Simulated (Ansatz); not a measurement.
Consider AlCu$_{3}$.

Input file:

```
crystal:
  lattice:
    - [3.6318704092, 0.0, 0.0]
    - [0.0, 3.6318704092, 0.0]
    - [0.0, 0.0, 3.6318704092]
  atoms:
    - { symbol: Al, position: [0.0, 0.0, 0.0] }
    - { symbol: Cu, position: [0.5, 0.5, 0.0] }
    - { symbol: Cu, position: [0.5, 0.0, 0.5] }
    - { symbol: Cu, position: [0.0, 0.5, 0.5] }
basis:
  ecutwfc: 420
kpoints:
  mp_grid: { grid: [10, 10, 10] }
hamiltonian:
  xc: pbesol
scf:
  occupations: { method: gaussian, width: 0.15 }
output:
  forces: true
  stress: true
  eigenvalues: true
  write_density: true
  write_potential: true
  elf: true
  volumetric_format: npy
```

Launched as:

```sh
ansatz run input.yaml --threads 2 --pin off --max-ram 5120MiB --backend cpu --events-out ev --progress --plain --runs-dir out
```

Below, planes, directions and counts refer to the conventional cell (a = 3.63 Å, b = 3.63 Å, c = 3.63 Å, α = 90.00°, β = 90.00°, γ = 90.00°).

Space group Pm-3m; a structure from a database of computed crystals, not necessarily the ambient phase; computed without spin polarisation.

Computed with DFT PBEsol, scalar-relativistic, plane waves, PAW (Ansatz).

### Predict the valence pseudo-density and electron localisation function between the atoms.

Al–Cu (2.57 Å): ρ at the midpoint is about 0.27 e/Å³; the ELF is about 0.40 at the midpoint.

### Does the calculation give a band gap?

It is metallic or semimetallic at this level of theory: no gap opens.

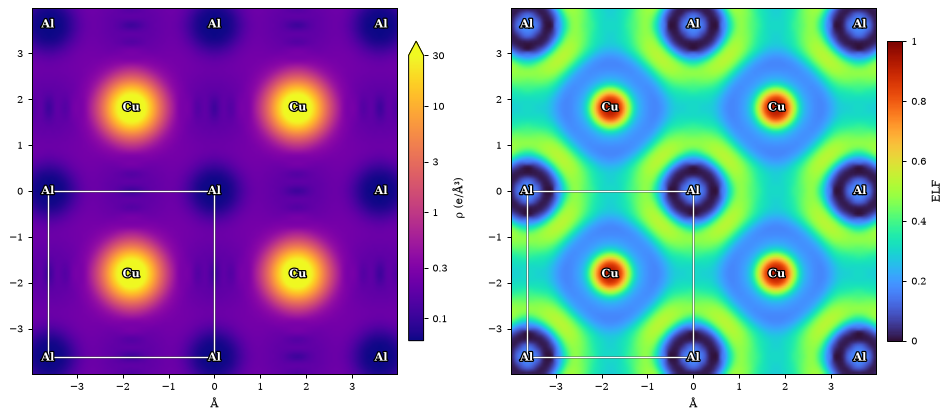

Computed valence pseudo-density and electron localisation function on the (010) plane of the conventional cell, in this order. 

Core electrons are frozen (PAW), and the valence fields are smoothed inside the atomic spheres.
